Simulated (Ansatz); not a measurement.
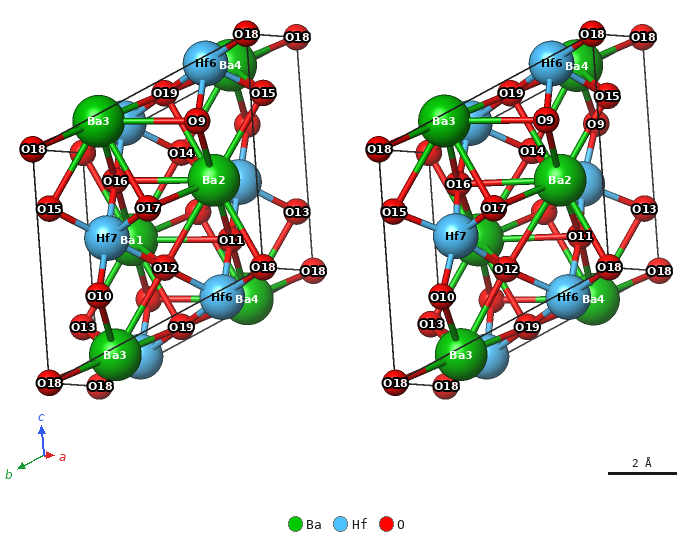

Two geometries of a defect cell of composition Ba4Hf4O11 (cell charge +2), drawn at one scale. One is the start of a relaxation, the other its converged end. The picture is a ball-and-stick view of the cell of the calculation, seen from a free direction.

The calculation used Ansatz 0.2.0, DFT PBE, scalar-relativistic, plane waves, PAW. Set-up: plane-wave cutoff 420 eV; k-point mesh 4 × 4 × 4; occupations gaussian; smearing width 0.05 eV; no spin polarisation; atoms relaxed in a fixed cell; force threshold 0.02 eV/Å; at most 50 steps.

**Which of the two is the end point?**

The right one is the relaxed one. Case: O vacancy after atom 16 has jumped, atoms relaxed. The energy falls by 1.399 eV per cell of the calculation in 6 geometry steps. The largest force component goes from 4.5 to 0.0012 eV/Å. The largest moves, 0.17 Å, are those of O atoms. By element the largest moves are O 0.17 Å, Hf 0.14 Å, Ba 0.01 Å. The cell stays as it was. Near-neighbour distances that change, for instance: Hf–O 2.103 → 1.961 Å, Ba–O 2.974 → 3.096 Å, Ba–O 2.974 → 2.857 Å, Ba–Hf 3.643 → 3.571 Å. Among the angles between lasting bonds that change: O–Hf–O 180.0° → 163.2°, Hf–O–Hf 180.0° → 167.3°, O–Hf–O 180.0° → 171.4°. The run took 2.1 min on 4 threads of Arm Neoverse V1 (shared host), peak memory 1.3 GiB.

Limits of the set-up: the periodic images lie only 7.3 Å apart, so the values are limited by the cell's size; the cell is charged, on a uniform background, and energies carry no finite-size correction.
